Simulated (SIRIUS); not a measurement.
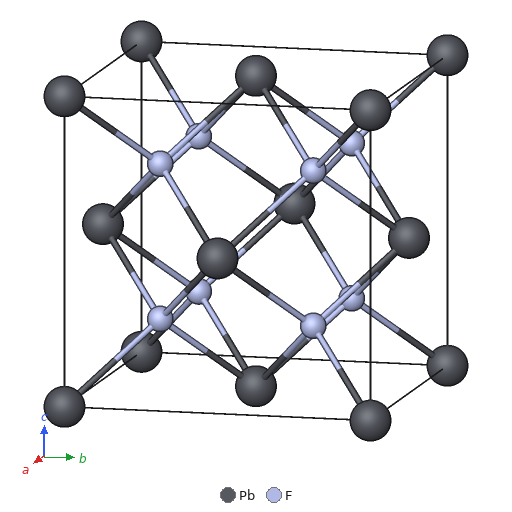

System: PbF₂, space group Fm-3m (No. 225). The picture shows the conventional cell.

Starting cell:
```cif
data_structure
_symmetry_space_group_name_H-M 'P 1'
_symmetry_Int_Tables_number 1
_cell_length_a 4.1912
_cell_length_b 4.1912
_cell_length_c 4.1912
_cell_angle_alpha 60.000
_cell_angle_beta 60.000
_cell_angle_gamma 60.000
_cell_volume 52.06
loop_
_atom_site_label
_atom_site_type_symbol
_atom_site_fract_x
_atom_site_fract_y
_atom_site_fract_z
_atom_site_occupancy
Pb1 Pb 0.00000 0.00000 0.00000 1
F1 F 0.75000 0.75000 0.75000 1
F2 F 0.25000 0.25000 0.25000 1
```

Computed with SIRIUS 7.12.0: all-electron LAPW DFT, no spin polarisation; energies at scaled volumes of the given cell, shape and fractions fixed, counted from the fit's minimum, third-order Birch-Murnaghan fit. Level: PBEsol.

- k mesh: 8×8×8
- occupations: Fermi–Dirac
- smearing width: 0.05 eV
- potentials: all electron FP LAPW
- program settings: basis apw+lo standard, gk cutoff 4.48 1/bohr, pw cutoff 23 1/bohr

Describe the result: the energy against volume. The volume takes the values 16.31, 16.66, 17.01, 17.35, 17.70, 18.05, 18.39 Å³/atom.

A third-order Birch–Murnaghan fit gives V0 = 17.09 Å³/atom, B0 = 76 GPa and B′ = 4.4. The energy is 9.23 meV/atom at volume 16.31 Å³/atom and 20.60 meV/atom at 18.39 Å³/atom; the lowest computed point is at volume 17.01 Å³/atom (0.06 meV/atom).

| volume (Å³/atom) | energy (meV/atom) |
| --- | --- |
| 16.31 | 9.23 |
| 16.66 | 2.72 |
| 17.01 | 0.06 |
| 17.35 | 1.03 |
| 17.70 | 4.74 |
| 18.05 | 11.44 |
| 18.39 | 20.60 |

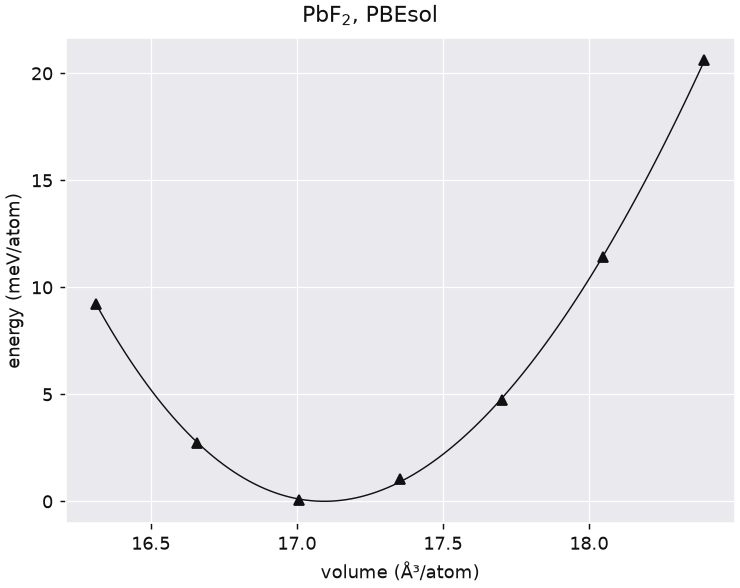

Keep in mind: spin-orbit coupling left out, heavy elements.
